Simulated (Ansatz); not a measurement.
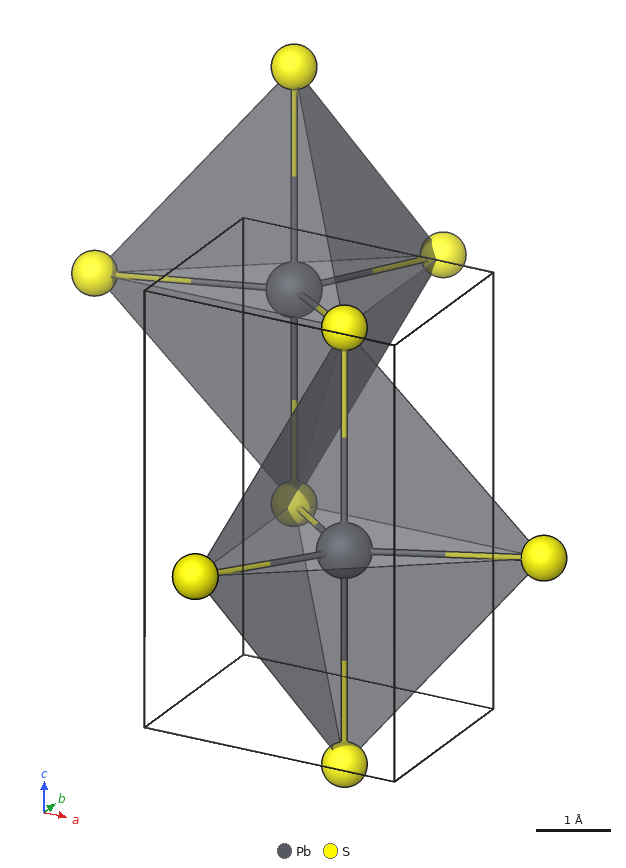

Drawn in the polyhedral manner and seen slightly off an axis. The box is the conventional unit cell; atoms on or close to its faces, edges and corners are drawn wherever they repeat. A few atoms beyond the faces are included.

PbS, space group P6_3mc (No. 186), a = 4.861 Å, b = 4.861 Å, c = 6.043 Å, α = 90.00°, β = 90.00°, γ = 120.00°. Source of the structure: a structure type filled with these elements by a generator (whether the compound takes this form wasn't checked). The cell was then strained or its atoms displaced on purpose. An electronic-structure calculation with Ansatz was run on it.

This one geometry was computed with Ansatz (DFT, plane waves, PAW) at three levels of theory: PBE, r2SCAN and HSE06. It was relaxed with r2SCAN and then strained.

Question: How does the band gap change with the level of theory?

Answer: PBE: a gap of 1.27 eV, direct; r2SCAN: a gap of 1.56 eV, direct; HSE06: a gap of 1.79 eV, direct.

Question: Collect the results in a table.

Answer:
| level | cutoff (eV) | k-mesh of the run's cell | gap (eV) | pressure (GPa) |
| --- | --- | --- | --- | --- |
| PBE | 420 | 6×6×4 | 1.27 | 3.2 |
| r2SCAN | 500 | 6×6×4 | 1.56 | 2.4 |
| HSE06 | 420 | 6×6×4 | 1.79 | 2.4 |

Gaps are taken on the k-mesh or band path of each run.
